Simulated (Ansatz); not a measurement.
**WSe₂: geometry relaxation (part 2 of 2)**

The same run, continued: WSe₂ (P-3m1, 6 atoms in the cell); DFT LDA, scalar-relativistic, plane waves, PAW, PAW set soft_1, no spin polarisation (Ansatz 0.2.0); cutoff 420 eV, 9×9×2 k-mesh, Gaussian smearing of 0.02 eV. The structure derives from a Materials Project entry.

Geometry of the input (Å; fractional positions):
```
3.3179  0.0000  0.0000
-1.6589  2.8733  0.0000
0.0000  0.0000  24.0685
W  0.6667  0.3333  0.1415
W  0.3333  0.6667  0.8585
Se 0.3333  0.6667  0.2106
Se 0.6667  0.3333  0.9276
Se 0.3333  0.6667  0.0724
Se 0.6667  0.3333  0.7894
```

What the program printed, continued
```
SCF iter   1: F=—  HF=-41797.957649 eV  |F-HF|=—  |Δ(HF+E_count)|=         —  Δρ=8.16e-5  dr2=1.51e-5  ethr=1.71e-8  ⟨swp⟩=3.5  Hψ=6031  notcnv=0
preconditioner: auto → Resta (q_TF=auto, 2.367 Å⁻¹)  ε∞=3.8  [insulator: Δε(μ)=1.387 eV  Ē_g=9.031 eV  σ=0.020 eV  W_gap=1.00  n_scr=46 (ndim 8)  ℏωp=15.2 eV  f_vac=0.459  D(μ)=0.00/eV (n_scr^D=0)  ε∞_Penn≈3.8  vacuum switching on, ρ_ref=5.9e-3 e/Å³]
SCF iter   2: F=—  HF=-41797.957647 eV  |F-HF|=—  |Δ(HF+E_count)|=   2.63e-6  Δρ=3.71e-5  dr2=4.27e-6  ethr=1.64e-8  ⟨swp⟩=2.0  Hψ=1541  notcnv=0
SCF iter   3: F=—  HF=-41797.957646 eV  |F-HF|=—  |Δ(HF+E_count)|=   5.51e-7  Δρ=2.20e-5  dr2=1.27e-6  ethr=4.64e-9  ⟨swp⟩=2.0  Hψ=1542  notcnv=0
SCF iter   4: F=—  HF=-41797.957646 eV  |F-HF|=—  |Δ(HF+E_count)|=   1.40e-7  Δρ=6.23e-6  dr2=2.38e-7  ethr=1.39e-9  ⟨swp⟩=2.0  Hψ=1672  notcnv=0
SCF iter   5: F=—  HF=-41797.957646 eV  |F-HF|=—  |Δ(HF+E_count)|=   1.44e-8  Δρ=3.59e-6  dr2=3.16e-8  ethr=2.58e-10  ⟨swp⟩=2.0  Hψ=1486  notcnv=0
SCF iter   6: F=-41797.957646 eV  HF=-41797.957646 eV  |F-HF|=1.14e-9  |Δ(HF+E_count)|=   2.74e-9  Δρ=7.95e-7  dr2=1.91e-9  ethr=2.15e-11  ⟨swp⟩=5.3  Hψ=4454  notcnv=0
SCF 6 converged in 6 iterations: F = -41797.957646 eV  dr2 = 1.91e-9
relax step   6: F+E_penalty+E_count = -41797.95764579 eV  Δ(F+E_penalty+E_count) = -4.150e-5 eV  max|allowed force component| = 4.599e-4 eV/Å  Δτ_max = 0.0019 Å  P = +0.001 GPa  Ω = 215.952 Å³  energy of the carried Pulay correction = +1.691e-3 eV  (6 SCF iters, dr2 threshold 1.97e-8 eV, accepted)
Initial wavefunctions: pseudopotential atomic-orbital guess (no wavefunctions were taken with the density)
iter 1 solved again at ethr=8.69e-8 eV; its pass at ethr=3.10e-3 eV (dr2=8.00e-5 eV) is discarded
SCF iter   1: F=—  HF=-41797.956083 eV  |F-HF|=—  |Δ(HF+E_count)|=         —  Δρ=6.22e-5  dr2=1.50e-6  ethr=8.69e-8  ⟨swp⟩=4.9  Hψ=10150  notcnv=0
SCF iter   2: F=—  HF=-41797.956002 eV  |F-HF|=—  |Δ(HF+E_count)|=   8.15e-5  Δρ=3.40e-5  dr2=5.69e-7  ethr=1.63e-9  ⟨swp⟩=2.0  Hψ=2392  notcnv=0
SCF iter   3: F=—  HF=-41797.956002 eV  |F-HF|=—  |Δ(HF+E_count)|=   5.38e-8  Δρ=9.08e-6  dr2=1.86e-7  ethr=6.18e-10  ⟨swp⟩=2.0  Hψ=1772  notcnv=0
SCF iter   4: F=—  HF=-41797.956002 eV  |F-HF|=—  |Δ(HF+E_count)|=   3.54e-8  Δρ=2.50e-6  dr2=2.25e-8  ethr=2.03e-10  ⟨swp⟩=2.7  Hψ=2205  notcnv=0
SCF iter   5: F=—  HF=-41797.956002 eV  |F-HF|=—  |Δ(HF+E_count)|=   3.68e-9  Δρ=5.51e-7  dr2=3.93e-10  ethr=2.44e-11  ⟨swp⟩=2.0  Hψ=1557  notcnv=0
SCF iter   6: F=-41797.956002 eV  HF=-41797.956002 eV  |F-HF|=2.18e-11  |Δ(HF+E_count)|=  2.18e-10  Δρ=1.16e-7  dr2=3.05e-11  ethr=1.00e-12  ⟨swp⟩=7.1  Hψ=6142  notcnv=0
SCF 7 converged in 6 iterations: F = -41797.956002 eV  dr2 = 3.05e-11
relax step   7: F+E_penalty+E_count = -41797.95600161 eV  Δ(F+E_penalty+E_count) = +1.644e-3 eV  max|allowed force component| = 7.618e-4 eV/Å  Δτ_max = 0.0000 Å  P = -0.000 GPa  Ω = 215.952 Å³  stress off target by 6.94e-4 GPa  SCF on the basis re-selected at this cell (its energy is not comparable with the rows above)  (6 SCF iters)
```

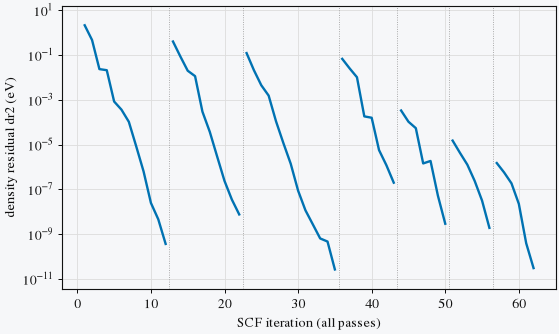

Convergence of the self-consistent field: density residual dr2 against the SCF iteration. The dotted lines part the SCF passes of the relaxation: geometry steps, rejected trials and re-solves on a re-selected basis. The 7 passes take 6 to 13 iterations each, 62 in all.

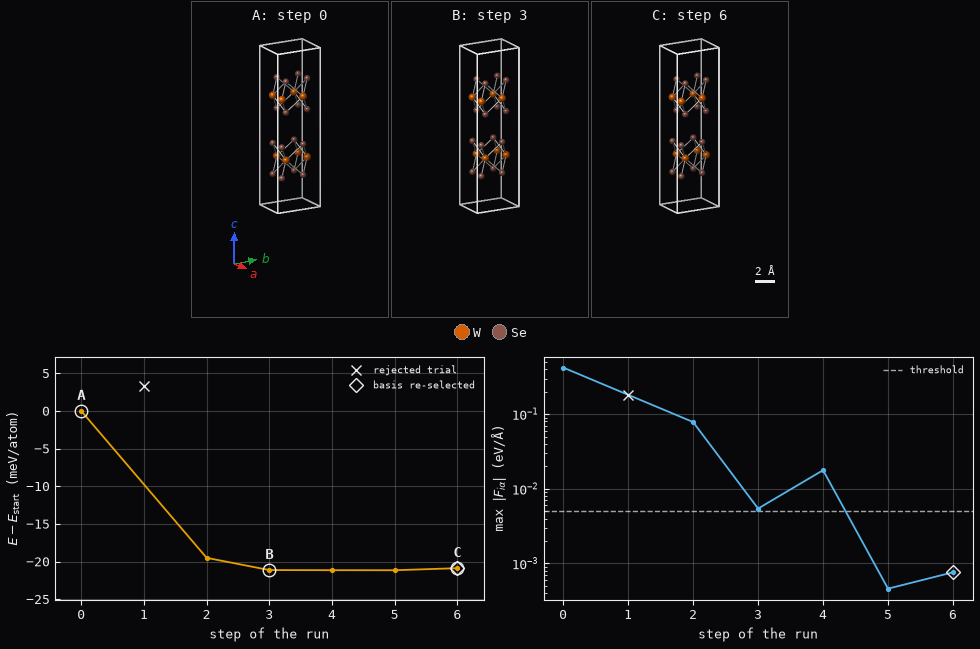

Frames of the relaxation (ball-and-stick view of the 2 × 2 repeat of the cell, with the vacuum cut short, seen slightly off an axis) above the curves, on which the letters mark them (the first geometry is step 0 here and step 1 in the log).

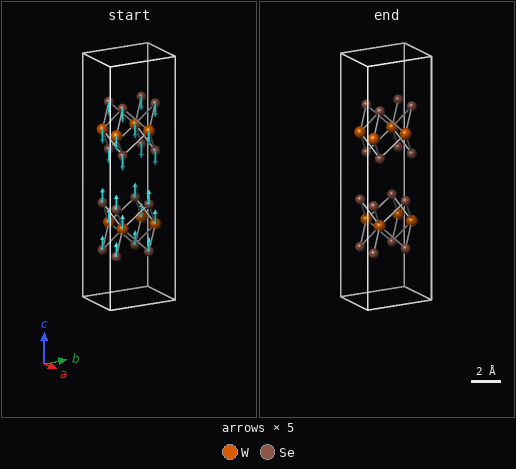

Before (left) and after (right) the relaxation, at one scale (ball-and-stick view of the 2 × 2 repeat of the cell, with the vacuum cut short, seen slightly off an axis). The teal arrows give the displacements (without the part carried along by the change of the cell), magnified 5 times. The largest moves relative to the cell, 0.21 Å, are those of W1, W2, Se4 and Se5. Largest moves by element: Se 0.21 Å, W 0.21 Å. In the plane the drawn cell goes a 6.636 → 6.497 Å (−2.1 %), b 6.636 → 6.497 Å (−2.1 %). Among the contacts that change: W1–Se3 2.536 → 2.507 Å. The space group stays P-3m1 (No. 164). The energy falls by 21.2 meV per atom in 5 geometry steps. Largest force component: 0.42 eV/Å at the start, 0.00076 eV/Å at the end. The line search rejected the trial step at point 1 (counted from 0) and went back. A last SCF at the same geometry on a re-selected plane-wave basis shifts the energy by +0.3 meV per atom. (Atoms are counted from 1 in the order of the input.)

```
basis re-selected at this cell: Δ(F+E_penalty+E_count) = +1.644e-3 eV, ΔP = -0.001 GPa vs the last step (what re-selecting the basis moved, of the pressure what is left beyond the Pulay correction that the steps carried, after the strain that the cell walked since its last selection, with what the two solves' SCF thresholds leave and, on support functions, any second-order correction that the steps lacked; it is no measure of the basis error at this ecutwfc). The dense FFT grid was sized anew with the basis: this SCF ran on 24×24×160 points, the steps before it on 24×24×162, so part of this shift can come from that change (see relax.cell in the input reference). This SCF's stress stands 6.94e-4 GPa from its target on what of the cell is left free (relax.cell.stress_tol is 5.00e-2 GPa) and its largest allowed force component is 7.62e-4 eV/Å (relax.f_tol is 5.00e-3 eV/Å): within both
SCF converged after 6 iterations
Free energy (F): -41797.956002 eV
Harris-Foulkes:  -41797.956002 eV  (|F-HF|=2.18e-11)
Internal energy: -41797.956002 eV  (E = F + TS)
E sigma→0 (E₀):  -41797.956002 eV
Fermi energy:    5.212669 eV
--- Per-component energies (eV) ---
  E_band       = -2449.476592
  E_kinetic    = 1296.770539
  E_local      = -89421.643228  (includes V_loc(G=0)·N_el)
  E_nonlocal   = -1439.828532
  E_hartree    = 44528.340512
  E_xc         = -874.196126
  E_vxc        = -829.767851  (∫ρ·V_xc dr)
  E_paw        = -24832.225107  (= ΣΔE_a)
  E_vpaw       = -1111.687442  (= ΣTr[D̂ρ^β])
  E_aug_tail   = -0.001209  (compensation charges beyond the density's cutoff)
  E_ewald      = 28935.391211
  E_core_change = 9.435938  (= ΣΔE_core)
  E_smearing   = -0.000000  (= −TS)
  E_closure    = 0.000000  (closes the sum)
  Σ components = -41797.956002   (vs F -41797.956002, Δ=0.00e0)
--- Forces (eV/Å), atoms counted from 1 ---
  atom   1  W      0.00000000    -0.00000000    -0.00001700
  atom   2  W     -0.00000000     0.00000000     0.00001700
  atom   3  Se    -0.00000000     0.00000000     0.00004646
  atom   4  Se     0.00000000    -0.00000000     0.00076185
  atom   5  Se    -0.00000000     0.00000000    -0.00076185
  atom   6  Se     0.00000000    -0.00000000    -0.00004646
  max |Σ_I F_I| component: 1.16e-18 eV/Å
--- Stress (GPa, compression-positive) ---
       -0.000638       0.000000       0.000000
        0.000000      -0.000638      -0.000000
        0.000000      -0.000000       0.000694
  P = ⅓ Tr σ = -0.0002 GPa (-0.002 kbar)
--- Band table (eV; the first three rows and the last of 24) ---
  k-point 0: bands = ["-69.4978", "-69.4978", "-43.2963", "-43.2963", "-43.2963", "-43.2963", "-43.2814", "-43.2814", "-43.2814", "-43.2814", "-43.2692", "-43.2692", "-43.2688", "-43.2688", "-43.2580", "-43.2576", "-43.2494", "-43.2494", "-43.2494", "-43.2494", "-43.2361", "-43.2361", "-33.7796", "-33.7796", "-33.6031", "-33.6031", "-33.6031", "-33.6031", "-10.7369", "-10.5863", "-9.4549", "-9.2134", "-2.3591", "-1.7335", "1.4561", "2.0048", "2.0048", "2.0140", "2.0140", "2.7217", "3.1825", "3.1825", "3.2134", "3.2134", "3.7454", "4.5196", "7.4533", "7.4533", "7.4988", "7.4988", "7.6353", "7.6353", "7.7398", "7.7398", "8.9251", "9.1330"]
  k-point 1: bands = ["-69.4978", "-69.4978", "-43.2963", "-43.2963", "-43.2963", "-43.2963", "-43.2814", "-43.2814", "-43.2814", "-43.2814", "-43.2692", "-43.2692", "-43.2688", "-43.2688", "-43.2580", "-43.2576", "-43.2494", "-43.2494", "-43.2494", "-43.2494", "-43.2361", "-43.2361", "-33.7796", "-33.7796", "-33.6031", "-33.6031", "-33.6031", "-33.6031", "-10.7369", "-10.5863", "-9.4549", "-9.2134", "-2.3591", "-1.7335", "1.4561", "2.0048", "2.0048", "2.0140", "2.0140", "2.7216", "3.1825", "3.1825", "3.2134", "3.2134", "3.7454", "4.5196", "7.4533", "7.4533", "7.4988", "7.4988", "7.6353", "7.6353", "7.7397", "7.7397", "8.9814", "9.0400"]
  k-point 2: bands = ["-69.4963", "-69.4963", "-43.2963", "-43.2963", "-43.2957", "-43.2957", "-43.2814", "-43.2814", "-43.2808", "-43.2808", "-43.2695", "-43.2693", "-43.2691", "-43.2689", "-43.2576", "-43.2573", "-43.2496", "-43.2496", "-43.2495", "-43.2495", "-43.2358", "-43.2358", "-33.7729", "-33.7729", "-33.6356", "-33.6356", "-33.6106", "-33.6106", "-10.5416", "-10.3915", "-9.3518", "-9.1216", "-2.1146", "-1.4886", "1.2180", "1.4510", "1.4719", "2.1030", "2.1931", "2.2094", "2.8644", "2.9016", "3.1138", "3.3640", "3.7491", "4.2947", "6.9251", "7.0520", "7.1110", "7.2324", "7.3459", "7.5015", "7.7791", "7.8436", "9.3789", "9.5387"]
  k-point 23: bands = ["-69.4838", "-69.4838", "-43.2939", "-43.2939", "-43.2930", "-43.2930", "-43.2789", "-43.2789", "-43.2781", "-43.2781", "-43.2712", "-43.2706", "-43.2702", "-43.2702", "-43.2550", "-43.2550", "-43.2512", "-43.2512", "-43.2506", "-43.2506", "-43.2333", "-43.2333", "-33.8078", "-33.8078", "-33.7770", "-33.7770", "-33.7147", "-33.7147", "-8.1951", "-8.1951", "-8.1294", "-8.1294", "-1.2789", "-1.1619", "-1.0598", "-1.0598", "-0.2035", "-0.0404", "0.4937", "0.4937", "1.0410", "1.0410", "2.0150", "2.0150", "4.2731", "4.4254", "6.1090", "6.1090", "6.7996", "7.4909", "7.9801", "7.9801", "9.4364", "9.4364", "10.5254", "10.5254"]
--- Relaxed structure (6 steps of the walk, 5 accepted, 1 SCFs on fresh bases) ---
  F+E_penalty+E_count = -41797.95600161 eV   max|allowed force component| = 7.618e-4 eV/Å   (the final SCF, on the basis selected at the relaxed cell)
  cell:  # Å, volume = 215.9525 Å³
    - [3.248607943570389, 1.6308708441953682e-35, 8.350058722280284e-34]
    - [-1.6243039717851946, 2.8133770060678813, -4.16406295022426e-18]
    - [4.5430026503889514e-33, -3.488019078469745e-17, 23.628323315109093]
  atoms:
    - { symbol: W, position: [0.6666666666666666, 0.3333333333333333, 0.1354666707553469] }
    - { symbol: W, position: [0.3333333333333333, 0.6666666666666666, 0.8645333292446531] }
    - { symbol: Se, position: [0.3333333333333333, 0.6666666666666666, 0.20588848349311178] }
    - { symbol: Se, position: [0.6666666666666666, 0.3333333333333333, 0.935110139012218] }
    - { symbol: Se, position: [0.3333333333333333, 0.6666666666666666, 0.06488986098778185] }
    - { symbol: Se, position: [0.6666666666666666, 0.3333333333333333, 0.7941115165068883] }
```

Trajectory as extended XYZ (Å, eV, eV/Å), 7 frames, from step=1 to step=7
```
6
Lattice="3.3179 0.0000 0.0000 -1.6589 2.8733 0.0000 0.0000 0.0000 24.0685" Properties=species:S:1:pos:R:3:forces:R:3 step=1 energy=-41797.83074 pressure_GPa=-2.93
W     1.6589    0.9578    3.4066    0.0000   0.0000   0.0000
W     0.0000    1.9156   20.6619    0.0000   0.0000   0.0000
Se    0.0000    1.9156    5.0687    0.0000   0.0000  -0.4218
Se    1.6589    0.9578   22.3250    0.0000   0.0000  -0.3283
Se    0.0000    1.9156    1.7435    0.0000   0.0000   0.3283
Se    1.6589    0.9578   18.9998    0.0000   0.0000   0.4218
6
Lattice="3.1594 0.0000 0.0000 -1.5797 2.7361 0.0000 0.0000 0.0000 23.7829" Properties=species:S:1:pos:R:3:forces:R:3 step=2 energy=-41797.81084 pressure_GPa=3.24 accepted=F
W     1.5797    0.9120    3.2667    0.0000   0.0000  -0.0305
W     0.0000    1.8241   20.5161    0.0000   0.0000   0.0305
Se    0.0000    1.8241    4.9565    0.0000   0.0000   0.1812
Se    1.5797    0.9120   22.2109    0.0000   0.0000   0.1740
Se    0.0000    1.8241    1.5720    0.0000   0.0000  -0.1740
Se    1.5797    0.9120   18.8264    0.0000   0.0000  -0.1812
6
Lattice="3.2563 0.0000 0.0000 -1.6282 2.8201 0.0000 0.0000 0.0000 23.8229" Properties=species:S:1:pos:R:3:forces:R:3 step=3 energy=-41797.94776 pressure_GPa=-0.52
W     1.6282    0.9400    3.3032    0.0000   0.0000  -0.0149
W     0.0000    1.8800   20.5197    0.0000   0.0000   0.0149
Se    0.0000    1.8800    4.9685    0.0000   0.0000  -0.0785
Se    1.6282    0.9400   22.1880    0.0000   0.0000  -0.0267
Se    0.0000    1.8800    1.6348    0.0000   0.0000   0.0267
Se    1.6282    0.9400   18.8543    0.0000   0.0000   0.0785
6
Lattice="3.2458 0.0000 0.0000 -1.6229 2.8109 0.0000 0.0000 0.0000 23.5927" Properties=species:S:1:pos:R:3:forces:R:3 step=4 energy=-41797.95751 pressure_GPa=0.09
W     1.6229    0.9370    3.1924    0.0000   0.0000   0.0041
W     0.0000    1.8739   20.4003    0.0000   0.0000  -0.0041
Se    0.0000    1.8739    4.8575    0.0000   0.0000  -0.0002
Se    1.6229    0.9370   22.0690    0.0000   0.0000  -0.0054
Se    0.0000    1.8739    1.5237    0.0000   0.0000   0.0054
Se    1.6229    0.9370   18.7352    0.0000   0.0000   0.0002
6
Lattice="3.2489 0.0000 0.0000 -1.6244 2.8136 0.0000 0.0000 0.0000 23.6301" Properties=species:S:1:pos:R:3:forces:R:3 step=5 energy=-41797.95760 pressure_GPa=0.04
W     1.6244    0.9379    3.2018    0.0000   0.0000  -0.0009
W     0.0000    1.8757   20.4283    0.0000   0.0000   0.0009
Se    0.0000    1.8757    4.8648    0.0000   0.0000   0.0168
Se    1.6244    0.9379   22.0949    0.0000   0.0000   0.0178
Se    0.0000    1.8757    1.5352    0.0000   0.0000  -0.0178
Se    1.6244    0.9379   18.7654    0.0000   0.0000  -0.0168
6
Lattice="3.2486 0.0000 0.0000 -1.6243 2.8134 0.0000 0.0000 0.0000 23.6283" Properties=species:S:1:pos:R:3:forces:R:3 step=6 energy=-41797.95765 pressure_GPa=0.00
W     1.6243    0.9378    3.2008    0.0000   0.0000   0.0000
W     0.0000    1.8756   20.4275    0.0000   0.0000   0.0000
Se    0.0000    1.8756    4.8648    0.0000   0.0000   0.0001
Se    1.6243    0.9378   22.0951    0.0000   0.0000   0.0005
Se    0.0000    1.8756    1.5332    0.0000   0.0000  -0.0005
Se    1.6243    0.9378   18.7635    0.0000   0.0000  -0.0001
6
Lattice="3.2486 0.0000 0.0000 -1.6243 2.8134 0.0000 0.0000 0.0000 23.6283" Properties=species:S:1:pos:R:3:forces:R:3 step=7 energy=-41797.95600 pressure_GPa=-0.00
W     1.6243    0.9378    3.2008    0.0000   0.0000   0.0000
W     0.0000    1.8756   20.4275    0.0000   0.0000   0.0000
Se    0.0000    1.8756    4.8648    0.0000   0.0000   0.0000
Se    1.6243    0.9378   22.0951    0.0000   0.0000   0.0008
Se    0.0000    1.8756    1.5332    0.0000   0.0000  -0.0008
Se    1.6243    0.9378   18.7635    0.0000   0.0000   0.0000
```
